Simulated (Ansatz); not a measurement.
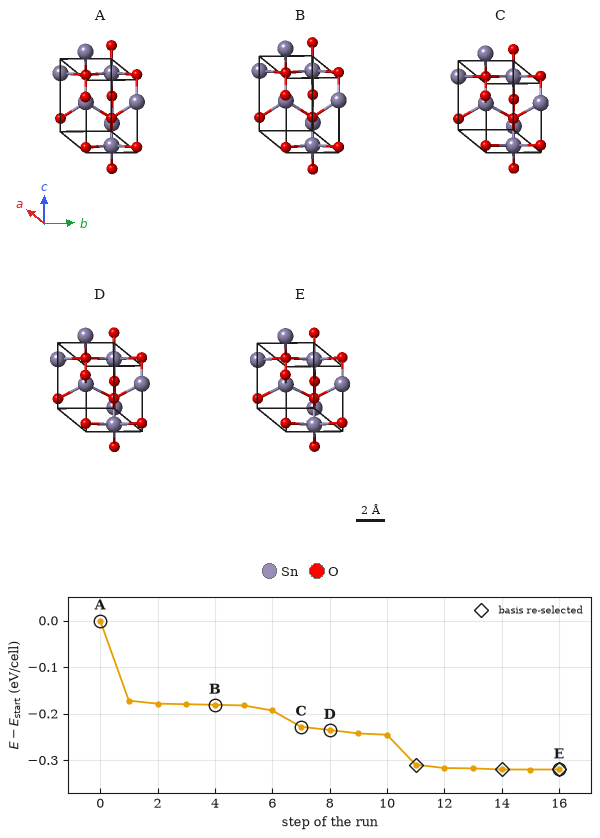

Frames of a relaxation of a crystal of SnO (built on the BeO-186 type type), marked on the history of the run. A ball-and-stick model of the cell of the calculation, seen from a free direction.

The calculation used DFT, PBEsol, plane waves, PAW (Ansatz 0.2.0).

Input file:
```yaml
crystal:
  lattice:
    - [3.69703015, 0.0, 0.0]
    - [-1.84851507, 3.20172203, 0.0]
    - [0.0, 0.0, 6.00468159]
  atoms:
    - { symbol: Sn, position: [0.33333333, 0.66666667, 0.00016017] }
    - { symbol: Sn, position: [0.66666667, 0.33333333, 0.50016017] }
    - { symbol: O, position: [0.33333333, 0.66666667, 0.37733983] }
    - { symbol: O, position: [0.66666667, 0.33333333, 0.87733983] }
kpoints:
  mp_grid: { grid: [6, 6, 4] }
hamiltonian:
  xc: pbesol
scf:
  occupations: { method: fermi_dirac, width: 0.03 }
relax:
  f_tol: 0.01
  cell: {}
  max_steps: 120
```

Run as
```bash
ansatz run input.yaml --threads 2 --pin off --max-ram 2211MiB --backend cpu --events-out ev --progress --plain --runs-dir out
```

> What happens along the run?

After 13 accepted moves (16 points after the start) the energy has fallen by 0.320 eV per cell of the calculation. The largest force component goes from 0.12 to 0.00077 eV/Å. The pressure goes from 9.25 to 0.00 GPa. The SCF was repeated 3 times at an unchanged geometry on a basis and grid sized afresh for the cell, which shifted the energy by 64.4 meV per cell of the calculation at most. The largest moves relative to the cell, 0.082 Å, are those of Sn1, Sn2, O3 and O4. O4 goes along +c. Largest moves by element: O 0.082 Å, Sn 0.082 Å. Cell: a = b 3.697 → 4.087 Å (+10.5 %), c 6.005 → 5.391 Å (−10.2 %). Volume +9.7 %. Some distances before and after: Sn1–O4 2.258 → 2.412 Å, Sn1–O3 2.265 → 2.197 Å. Bond angles that change, for instance: O3–Sn1–O4 109.1° → 101.9°, Sn1–O3–Sn2 109.1° → 101.9°, O4–Sn1–O4 109.9° → 115.9°. The space group stays P6_3mc (No. 186). The run took 9.4 s on 2 threads of AMD EPYC 9R45 96-Core Processor (Zen 5), on a shared host, peak memory 0.38 GiB. From step 0 to 4: volume +10.2 %, energy −0.181 eV per cell of the calculation. From step 4 to 7: Sn and O atoms move most (0.04 Å), energy −47.2 meV per cell of the calculation. From step 7 to 8: Sn and O atoms move most (0.03 Å), volume −1.2 %, energy −6.9 meV per cell of the calculation. From step 8 to 16: Sn and O atoms move most (0.02 Å), volume +0.7 %, energy −84.8 meV per cell of the calculation.
